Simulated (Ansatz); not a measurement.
# Geometry relaxation of MoTe2 (part 1 of 3)

System: MoTe2 (slab, 6 atoms in the cell).
Method: DFT PBE, scalar-relativistic, plane waves, PAW, no spin polarisation (Ansatz 0.2.0).

The structure derives from an entry of the Crystallography Open Database.

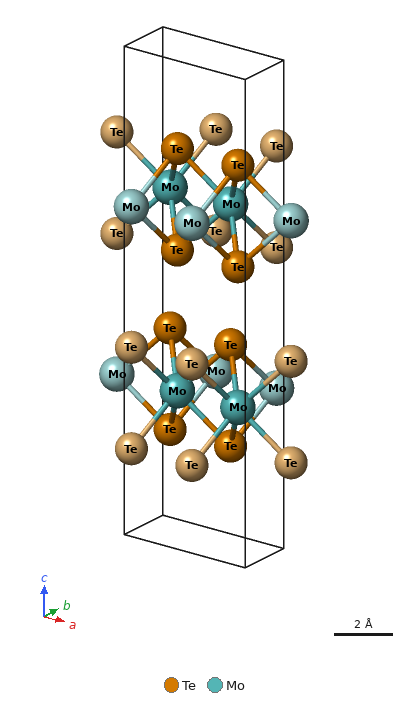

**Figure 1.** The structure as given in the input (ball-and-stick view of the 2 × 1 repeat of the cell, with the vacuum cut short, seen slightly off an axis; neighbours outside the cell are drawn fainter). Near neighbours in the crystal (not all of them lie inside the picture): Te has 3 Mo at 2.72 Å; Mo has 6 Te at 2.72 Å.

## Key numbers

```json
{"quantity": "outcome", "value": "converged"}
{"quantity": "electrons treated", "value": "92"}
{"quantity": "free energy", "value": "−37833.4712 eV"}
{"quantity": "work function, top face", "value": "4.32 eV"}
{"quantity": "work function, bottom face", "value": "4.32 eV"}
{"quantity": "Fermi energy", "value": "−4.323 eV"}
{"quantity": "gap on the k-point mesh", "value": "1.06 eV"}
{"quantity": "final volume", "value": "514.34 Å³"}
{"quantity": "work function (upper face)", "value": "4.32 eV"}
{"quantity": "largest force (length of the vector) at the end", "value": "under 0.001 eV/Å"}
{"quantity": "hardware", "value": "2 threads of Arm Neoverse V2, 24 GiB of memory available, shared host"}
{"quantity": "wall time", "value": "2.1 min (CPU time 4.1 min)"}
{"quantity": "peak memory", "value": "0.92 GiB"}
```

## Input file
```yaml
crystal:
  lattice:
    - [3.5004349963, 0.0, 0.0]
    - [-1.7502174982, 3.0314656311, 0.0]
    - [0.0, 0.0, 46.9720268902]
  atoms:
    - { symbol: Te, position: [0.3333333333, 0.6666666667, 0.388371951] }
    - { symbol: Mo, position: [0.6666666667, 0.3333333333, 0.4270376444] }
    - { symbol: Te, position: [0.3333333333, 0.6666666667, 0.4657438579] }
    - { symbol: Te, position: [0.6666666667, 0.3333333333, 0.5342561421] }
    - { symbol: Mo, position: [0.3333333333, 0.6666666667, 0.5729623556] }
    - { symbol: Te, position: [0.6666666667, 0.3333333333, 0.611628049] }
  periodic: [true, true, false]
basis:
  ecutwfc: 420
kpoints:
  mp_grid: { grid: [9, 9, 1] }
hamiltonian:
  xc: pbe
scf:
  occupations: { method: gaussian, width: 0.02 }
output:
  forces: true
  stress: true
  eigenvalues: true
  write_density: true
  write_potential: true
  elf: true
  volumetric_format: npy
relax:
  adjacent_minimum: "off"
  f_tol: 0.005
  max_steps: 50
  cell: { stress_2d_tol: 0.02 }
```

Run as:
```bash
ansatz run input.yaml --threads 2 --pin off --max-ram 5120MiB --backend cpu --events-out ev --progress --plain --runs-dir out
```

## What the program printed
```
Engine: ansatz 0.2.0, aarch64-unknown-linux-gnu
Pseudopotentials: kind: paw
Pseudopotential: Te, paw, valence charge 16, recommended cutoff 420 eV (normal), Te.paw.azcp
Pseudopotential: Mo, paw, valence charge 14, recommended cutoff 420 eV (normal), Mo.paw.azcp
Functional definition: PBE
  parameter kappa = 0.804
  parameter beta = 0.06672455060314922
  exchange = pbe_x(kappa = kappa, mu = beta*pi^2/3)
  correlation = pbe_c(beta = beta)
Crystal: 6 atoms, lattice volume = 498.441 Å³
Basis set: ecut = 420 eV, 9691 PW (Γ), exchange–correlation on 48×48×640 points (8 copies of the dense FFT grid, shifted against one another)
Bands: 56, of which v1, the nominal top of the filled ones, is band 46 counted from 1 (45 counted from 0)
Symmetry: 12 space group operations
Space group: P-3m1 (ITA 164), of the structure as read, at distance tolerance 7.9e-5 Å
k-points: 12 of 81
Non-local potential: Te, projectors of the file, l = 0: 2, l = 1: 2, l = 2: 2, l = 3: 2
Non-local potential: Mo, projectors of the file, l = 0: 3, l = 1: 2, l = 2: 2, l = 3: 1
PAW form: soft (Blöchl's): semilocal exchange-correlation on the pseudo side does not see the compensation charge
PAW one-centre angular grid: Te, 590 points (default); XC on 64 Gauss nodes
PAW one-centre angular grid: Mo, 590 points (default); XC on 64 Gauss nodes
Initial density: superposition of atomic densities (neutral atoms: chi_scale 0, normalization atom), corrected by the library's trained network
Initial wavefunctions: pseudopotential atomic-orbital guess
Functional: x = pbe(κ = 0.804, μ = 0.2195149727645171), c = pbe(β = 0.06672455060314922)
SCF iter   1: F=—  HF=-37833.372454 eV  |F-HF|=—  |Δ(HF+E_count)|=         —  Δρ=2.62e-3  dr2=1.09e-1  ethr=1.77e-3  ⟨swp⟩=16.8  Hψ=4385  notcnv=0  defer=4
preconditioner: auto → Resta (q_TF=auto, 2.059 Å⁻¹)  ε∞=2.8  [insulator: Δε(μ)=0.878 eV  Ē_g=7.343 eV  σ=0.020 eV  W_gap=1.00  n_scr=30 (ndim 8)  ℏωp=10.0 eV  f_vac=0.693  D(μ)=0.00/eV (n_scr^D=0)  ε∞_Penn≈2.8  vacuum switching on, ρ_ref=3.9e-3 e/Å³]
SCF iter   2: F=—  HF=-37833.387138 eV  |F-HF|=—  |Δ(HF+E_count)|=   1.47e-2  Δρ=2.03e-3  dr2=2.28e-1  ethr=1.18e-4  ⟨swp⟩=4.6  Hψ=1550  notcnv=0  defer=36
SCF iter   3: F=—  HF=-37833.371689 eV  |F-HF|=—  |Δ(HF+E_count)|=   1.54e-2  Δρ=1.07e-3  dr2=3.27e-3  ethr=1.18e-4  ⟨swp⟩=3.7  Hψ=1029  notcnv=0  defer=36
SCF iter   4: F=—  HF=-37833.374586 eV  |F-HF|=—  |Δ(HF+E_count)|=   2.90e-3  Δρ=1.75e-4  dr2=2.83e-4  ethr=3.55e-6  ⟨swp⟩=3.6  Hψ=1272  notcnv=0  defer=36
SCF iter   5: F=—  HF=-37833.374595 eV  |F-HF|=—  |Δ(HF+E_count)|=   9.67e-6  Δρ=1.16e-4  dr2=2.03e-4  ethr=3.07e-7  ⟨swp⟩=3.5  Hψ=1267  notcnv=0  defer=36
SCF iter   6: F=—  HF=-37833.374577 eV  |F-HF|=—  |Δ(HF+E_count)|=   1.79e-5  Δρ=4.21e-5  dr2=6.72e-6  ethr=2.21e-7  ⟨swp⟩=2.3  Hψ=797  notcnv=0  defer=36
SCF iter   7: F=—  HF=-37833.374657 eV  |F-HF|=—  |Δ(HF+E_count)|=   7.91e-5  Δρ=1.39e-5  dr2=1.75e-6  ethr=7.31e-9  ⟨swp⟩=3.6  Hψ=1459  notcnv=0  defer=36
SCF iter   8: F=—  HF=-37833.374657 eV  |F-HF|=—  |Δ(HF+E_count)|=   4.06e-7  Δρ=5.74e-6  dr2=2.55e-7  ethr=1.90e-9  ⟨swp⟩=3.5  Hψ=1477  notcnv=0  defer=36
SCF iter   9: F=-37833.374657 eV  HF=-37833.374657 eV  |F-HF|=1.49e-8  |Δ(HF+E_count)|=   1.93e-7  Δρ=1.31e-6  dr2=1.20e-8  ethr=1.09e-10  ⟨swp⟩=27.7  Hψ=6873  notcnv=0
SCF 1 converged in 9 iterations: F = -37833.374657 eV  dr2 = 1.20e-8
  greatest PAW one-centre occupation: 0.998 electrons in one spin orbital (limit 2), on the Mo atom at site 4 (counted from 0), in its partial waves of l = 0
relax step   1: F+E_penalty+E_count = -37833.37465722 eV  Δ(F+E_penalty+E_count) = +0.000e0 eV  max|allowed force component| = 1.591e-1 eV/Å  Δτ_max = 0.0000 Å  P = +4.324 N/m  Ω = 498.441 Å³  fix = [c, alpha, beta]  reactions: c +0.000 N/m  (9 SCF iters, dr2 threshold 1.00e-7 eV, accepted)
Crystal: 6 atoms, lattice volume = 524.880 Å³
Basis set: ecut = 420 eV, 10117 PW (Γ), exchange–correlation on 48×48×640 points (8 copies of the dense FFT grid, shifted against one another)
Initial density: handed on by an earlier stage of this run
Initial wavefunctions: those handed on with the density
iter 1 solved again at ethr=4.29e-4 eV; its pass at ethr=3.10e-3 eV (dr2=3.95e-1 eV) is discarded
SCF iter   1: F=—  HF=-37833.511845 eV  |F-HF|=—  |Δ(HF+E_count)|=         —  Δρ=8.30e-3  dr2=3.94e-1  ethr=4.29e-4  ⟨swp⟩=3.0  Hψ=4404  notcnv=0
preconditioner: auto → Resta (q_TF=auto, 2.041 Å⁻¹)  ε∞=2.9  [insulator: Δε(μ)=0.941 eV  Ē_g=7.129 eV  σ=0.020 eV  W_gap=1.00  n_scr=60 (ndim 8)  ℏωp=9.7 eV  f_vac=0.686  D(μ)=0.00/eV (n_scr^D=0)  ε∞_Penn≈2.9  vacuum switching on, ρ_ref=3.7e-3 e/Å³]
SCF iter   2: F=—  HF=-37833.478083 eV  |F-HF|=—  |Δ(HF+E_count)|=   3.38e-2  Δρ=4.85e-3  dr2=3.07e-1  ethr=4.29e-4  ⟨swp⟩=4.1  Hψ=1134  notcnv=0
SCF iter   3: F=—  HF=-37833.467441 eV  |F-HF|=—  |Δ(HF+E_count)|=   1.06e-2  Δρ=3.82e-3  dr2=2.11e-1  ethr=3.34e-4  ⟨swp⟩=4.2  Hψ=1270  notcnv=0  defer=6
SCF iter   4: F=—  HF=-37833.448864 eV  |F-HF|=—  |Δ(HF+E_count)|=   1.86e-2  Δρ=7.37e-4  dr2=1.88e-3  ethr=2.30e-4  ⟨swp⟩=2.9  Hψ=1105  notcnv=0  defer=26
SCF iter   5: F=—  HF=-37833.448342 eV  |F-HF|=—  |Δ(HF+E_count)|=   5.22e-4  Δρ=1.65e-4  dr2=3.27e-4  ethr=2.04e-6  ⟨swp⟩=3.9  Hψ=1431  notcnv=0  defer=34
SCF iter   6: F=—  HF=-37833.448486 eV  |F-HF|=—  |Δ(HF+E_count)|=   1.44e-4  Δρ=9.79e-5  dr2=2.39e-4  ethr=3.56e-7  ⟨swp⟩=2.9  Hψ=1218  notcnv=0  defer=34
SCF iter   7: F=—  HF=-37833.448469 eV  |F-HF|=—  |Δ(HF+E_count)|=   1.72e-5  Δρ=4.20e-5  dr2=2.07e-5  ethr=2.60e-7  ⟨swp⟩=2.9  Hψ=864  notcnv=0  defer=34
SCF iter   8: F=—  HF=-37833.448471 eV  |F-HF|=—  |Δ(HF+E_count)|=   2.09e-6  Δρ=8.70e-6  dr2=8.57e-7  ethr=2.25e-8  ⟨swp⟩=3.0  Hψ=1046  notcnv=0  defer=34
iter 9 did not close the SCF: its close was put off until two iterations running show no level that it waits for move by more than its bar (scf_convergence_deferred on its scf_iter line)
SCF iter   9: F=-37833.448471 eV  HF=-37833.448471 eV  |F-HF|=1.98e-8  |Δ(HF+E_count)|=   4.67e-7  Δρ=2.82e-6  dr2=1.17e-7  ethr=6.52e-10  ⟨swp⟩=26.8  Hψ=7040  notcnv=0
iter 10 did not close the SCF: its close was put off until two iterations running show no level that it waits for move by more than its bar (scf_convergence_deferred on its scf_iter line)
SCF iter  10: F=-37833.448472 eV  HF=-37833.448472 eV  |F-HF|=9.46e-11  |Δ(HF+E_count)|=   5.24e-8  Δρ=7.50e-7  dr2=8.04e-9  ethr=1.28e-10  ⟨swp⟩=11.1  Hψ=4768  notcnv=0
SCF iter  11: F=-37833.448472 eV  HF=-37833.448472 eV  |F-HF|=7.57e-10  |Δ(HF+E_count)|=   5.25e-9  Δρ=1.80e-7  dr2=2.30e-10  ethr=8.74e-12  ⟨swp⟩=9.7  Hψ=4279  notcnv=0
SCF 2 converged in 11 iterations: F = -37833.448472 eV  dr2 = 2.30e-10
relax step   2: F+E_penalty+E_count = -37833.44847154 eV  Δ(F+E_penalty+E_count) = -7.381e-2 eV  max|allowed force component| = 4.842e-2 eV/Å  Δτ_max = 0.1942 Å  P = -1.852 N/m  Ω = 524.880 Å³  energy of the carried Pulay correction = -1.507e-3 eV  fix = [c, alpha, beta]  reactions: c -0.000 N/m  (11 SCF iters, dr2 threshold 6.00e-7 eV, accepted)
Crystal: 6 atoms, lattice volume = 509.811 Å³
Basis set: ecut = 420 eV, 9883 PW (Γ), exchange–correlation on 48×48×640 points (8 copies of the dense FFT grid, shifted against one another)
iter 1 solved again at ethr=3.52e-4 eV; its pass at ethr=3.10e-3 eV (dr2=3.24e-1 eV) is discarded
SCF iter   1: F=—  HF=-37833.530730 eV  |F-HF|=—  |Δ(HF+E_count)|=         —  Δρ=8.49e-3  dr2=3.26e-1  ethr=3.52e-4  ⟨swp⟩=2.8  Hψ=4729  notcnv=0
preconditioner: auto → Resta (q_TF=auto, 2.051 Å⁻¹)  ε∞=2.9  [insulator: Δε(μ)=1.098 eV  Ē_g=7.225 eV  σ=0.020 eV  W_gap=1.00  n_scr=36 (ndim 8)  ℏωp=9.9 eV  f_vac=0.677  D(μ)=0.00/eV (n_scr^D=0)  ε∞_Penn≈2.9  vacuum switching on, ρ_ref=3.8e-3 e/Å³]
SCF iter   2: F=—  HF=-37833.484174 eV  |F-HF|=—  |Δ(HF+E_count)|=   4.66e-2  Δρ=4.12e-3  dr2=1.81e-1  ethr=3.52e-4  ⟨swp⟩=3.9  Hψ=1160  notcnv=0
SCF iter   3: F=—  HF=-37833.497308 eV  |F-HF|=—  |Δ(HF+E_count)|=   1.31e-2  Δρ=3.29e-3  dr2=3.90e-1  ethr=1.97e-4  ⟨swp⟩=5.1  Hψ=1352  notcnv=0
SCF iter   4: F=—  HF=-37833.467900 eV  |F-HF|=—  |Δ(HF+E_count)|=   2.94e-2  Δρ=7.69e-4  dr2=1.80e-3  ethr=1.97e-4  ⟨swp⟩=4.0  Hψ=1163  notcnv=0  defer=12
SCF iter   5: F=—  HF=-37833.467344 eV  |F-HF|=—  |Δ(HF+E_count)|=   5.57e-4  Δρ=2.78e-4  dr2=1.18e-3  ethr=1.96e-6  ⟨swp⟩=4.5  Hψ=1677  notcnv=0  defer=18
SCF iter   6: F=—  HF=-37833.467240 eV  |F-HF|=—  |Δ(HF+E_count)|=   1.03e-4  Δρ=1.23e-4  dr2=1.50e-4  ethr=1.28e-6  ⟨swp⟩=2.7  Hψ=777  notcnv=0  defer=18
SCF iter   7: F=—  HF=-37833.467342 eV  |F-HF|=—  |Δ(HF+E_count)|=   1.02e-4  Δρ=4.86e-5  dr2=1.33e-5  ethr=1.63e-7  ⟨swp⟩=2.8  Hψ=908  notcnv=0  defer=18
SCF iter   8: F=—  HF=-37833.467347 eV  |F-HF|=—  |Δ(HF+E_count)|=   4.97e-6  Δρ=7.37e-6  dr2=6.05e-7  ethr=1.44e-8  ⟨swp⟩=3.2  Hψ=1105  notcnv=0  defer=18
iter 9 did not close the SCF: its close was put off until two iterations running show no level that it waits for move by more than its bar (scf_convergence_deferred on its scf_iter line)
SCF iter   9: F=-37833.467347 eV  HF=-37833.467347 eV  |F-HF|=2.71e-8  |Δ(HF+E_count)|=   4.79e-7  Δρ=1.78e-6  dr2=2.36e-8  ethr=6.52e-10  ⟨swp⟩=24.1  Hψ=6912  notcnv=0
iter 10 did not close the SCF: its close was put off until two iterations running show no level that it waits for move by more than its bar (scf_convergence_deferred on its scf_iter line)
SCF iter  10: F=-37833.467347 eV  HF=-37833.467347 eV  |F-HF|=1.85e-9  |Δ(HF+E_count)|=   3.41e-8  Δρ=5.49e-7  dr2=2.31e-9  ethr=2.56e-11  ⟨swp⟩=11.1  Hψ=4896  notcnv=0
SCF iter  11: F=-37833.467347 eV  HF=-37833.467347 eV  |F-HF|=4.87e-10  |Δ(HF+E_count)|=   3.04e-9  Δρ=1.76e-7  dr2=1.64e-10  ethr=2.51e-12  ⟨swp⟩=9.2  Hψ=4553  notcnv=0
SCF 3 converged in 11 iterations: F = -37833.467347 eV  dr2 = 1.64e-10
relax step   3: F+E_penalty+E_count = -37833.46734744 eV  Δ(F+E_penalty+E_count) = -1.888e-2 eV  max|allowed force component| = 2.598e-2 eV/Å  Δτ_max = 0.1949 Å  P = +0.965 N/m  Ω = 509.811 Å³  energy of the carried Pulay correction = -6.576e-4 eV  fix = [c, alpha, beta]  reactions: c +0.000 N/m  (11 SCF iters, dr2 threshold 6.00e-7 eV, accepted)
Crystal: 6 atoms, lattice volume = 513.852 Å³
Basis set: ecut = 420 eV, 9907 PW (Γ), exchange–correlation on 48×48×640 points (8 copies of the dense FFT grid, shifted against one another)
iter 1 solved again at ethr=3.13e-6 eV; its pass at ethr=3.10e-3 eV (dr2=2.88e-3 eV) is discarded
SCF iter   1: F=—  HF=-37833.470242 eV  |F-HF|=—  |Δ(HF+E_count)|=         —  Δρ=6.58e-4  dr2=2.99e-3  ethr=3.13e-6  ⟨swp⟩=4.2  Hψ=3971  notcnv=0
preconditioner: auto → Resta (q_TF=auto, 2.048 Å⁻¹)  ε∞=2.9  [insulator: Δε(μ)=1.054 eV  Ē_g=7.179 eV  σ=0.020 eV  W_gap=1.00  n_scr=48 (ndim 8)  ℏωp=9.8 eV  f_vac=0.679  D(μ)=0.00/eV (n_scr^D=0)  ε∞_Penn≈2.9  vacuum switching on, ρ_ref=3.7e-3 e/Å³]
SCF iter   2: F=—  HF=-37833.469938 eV  |F-HF|=—  |Δ(HF+E_count)|=   3.04e-4  Δρ=3.90e-4  dr2=2.16e-3  ethr=3.13e-6  ⟨swp⟩=3.0  Hψ=1029  notcnv=0
SCF iter   3: F=—  HF=-37833.469861 eV  |F-HF|=—  |Δ(HF+E_count)|=   7.68e-5  Δρ=3.01e-4  dr2=1.48e-3  ethr=2.35e-6  ⟨swp⟩=2.9  Hψ=1092  notcnv=0
SCF iter   4: F=—  HF=-37833.469726 eV  |F-HF|=—  |Δ(HF+E_count)|=   1.35e-4  Δρ=7.22e-5  dr2=1.70e-5  ethr=1.61e-6  ⟨swp⟩=2.5  Hψ=954  notcnv=0
SCF iter   5: F=—  HF=-37833.469815 eV  |F-HF|=—  |Δ(HF+E_count)|=   8.90e-5  Δρ=2.09e-5  dr2=1.64e-5  ethr=1.84e-8  ⟨swp⟩=3.8  Hψ=1484  notcnv=0
SCF iter   6: F=—  HF=-37833.469814 eV  |F-HF|=—  |Δ(HF+E_count)|=   9.23e-7  Δρ=1.28e-5  dr2=2.09e-6  ethr=1.78e-8  ⟨swp⟩=2.1  Hψ=741  notcnv=0
SCF iter   7: F=-37833.469814 eV  HF=-37833.469814 eV  |F-HF|=2.59e-7  |Δ(HF+E_count)|=   2.87e-8  Δρ=5.39e-6  dr2=3.74e-7  ethr=6.03e-10  ⟨swp⟩=19.8  Hψ=6655  notcnv=0
SCF 4 converged in 7 iterations: F = -37833.469814 eV  dr2 = 3.74e-7
relax step   4: F+E_penalty+E_count = -37833.46981389 eV  Δ(F+E_penalty+E_count) = -2.466e-3 eV  max|allowed force component| = 8.828e-3 eV/Å  Δτ_max = 0.0163 Å  P = +0.121 N/m  Ω = 513.852 Å³  energy of the carried Pulay correction = -8.877e-4 eV  fix = [c, alpha, beta]  reactions: c +0.000 N/m  (7 SCF iters, dr2 threshold 5.55e-7 eV, accepted)
Crystal: 6 atoms, lattice volume = 514.491 Å³
Basis set: ecut = 420 eV, 9931 PW (Γ), exchange–correlation on 48×48×640 points (8 copies of the dense FFT grid, shifted against one another)
iter 1 solved again at ethr=7.64e-6 eV; its pass at ethr=3.10e-3 eV (dr2=7.03e-3 eV) is discarded
```
